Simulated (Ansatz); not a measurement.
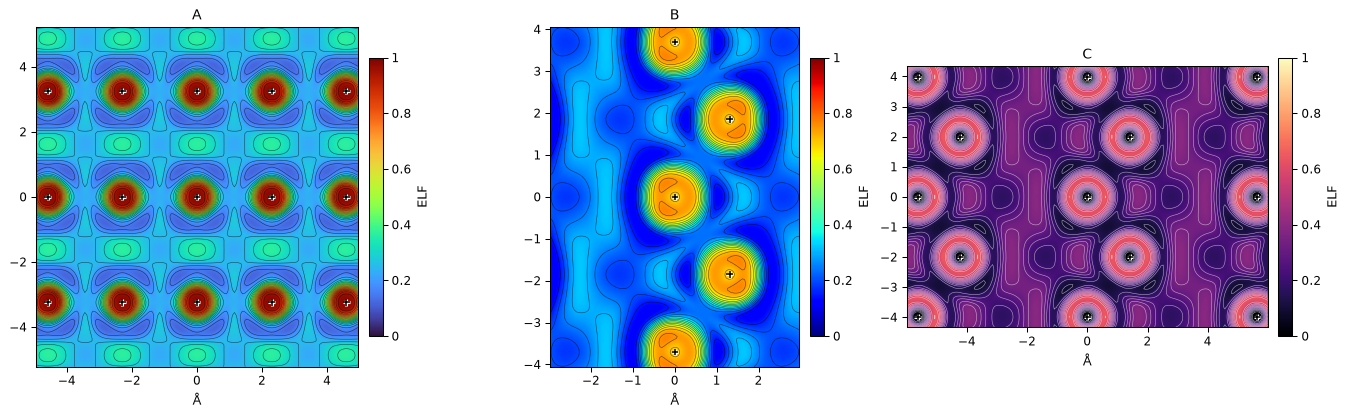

The electron localisation function of 3 systems, each on a plane through atoms (crosses mark nuclei in the plane).

Level of theory: DFT, r2SCAN, plane waves (500 eV) with PAW, scalar-relativistic (Ansatz).

System 1: V, the (110) plane of the conventional cell. Space group Fd-3m; set up as V, diamond; a generated structure, not necessarily the stable one; changed on purpose from its base cell (volume × 1.0); computed without spin polarisation.

```
V
1.0
     5.23657    0.00000    0.00000
     0.00000    5.23657    0.00000
     0.00000    0.00000    5.23657
V
8
Direct
  0.75000 0.25000 0.25000
  0.25000 0.75000 0.25000
  0.25000 0.25000 0.75000
  0.75000 0.75000 0.75000
  0.50000 0.00000 0.00000
  0.00000 0.50000 0.00000
  0.00000 0.00000 0.50000
  0.50000 0.50000 0.50000
```

System 2: Co, the (110) plane of the conventional cell. Space group Pm-3m; set up as Co, simple cubic; a generated structure, not necessarily the stable one; changed on purpose from its base cell (volume × 0.96); computed pressure about 7 GPa in this cell; spin-polarised.

```
Co
1.0
     2.29554    0.00000    0.00000
     0.00000    2.29554    0.00000
     0.00000    0.00000    2.29554
Co
1
Cartesian
  0.0000 0.0000 0.0000
```

System 3: Ti, the (011) plane of the conventional cell. Space group Fd-3m; set up as Ti, diamond; a generated structure, not necessarily the stable one; changed on purpose from its base cell (volume × 1.04); computed without spin polarisation.

```
Ti
1.0
     5.64091    0.00000    0.00000
     0.00000    5.64091    0.00000
     0.00000    0.00000    5.64091
Ti
8
Direct
  0.75000 0.25000 0.25000
  0.25000 0.75000 0.25000
  0.25000 0.25000 0.75000
  0.75000 0.75000 0.75000
  0.50000 0.00000 0.00000
  0.00000 0.50000 0.00000
  0.00000 0.00000 0.50000
  0.50000 0.50000 0.50000
```

Which map belongs to which system?

Answer. Panel A is system 2, Co: the plane holds Co. Co–Co (2.30 Å): the ELF is about 0.25 at the midpoint; no shared electron pair shows on this line. Panel B is system 1, V: the plane holds V. V–V (2.27 Å): the ELF is about 0.25 at the midpoint; no shared electron pair shows on this line. Panel C is system 3, Ti: the plane holds Ti. Ti–Ti (2.44 Å): the ELF is about 0.10 at the midpoint (no shared electron pair shows on this line).
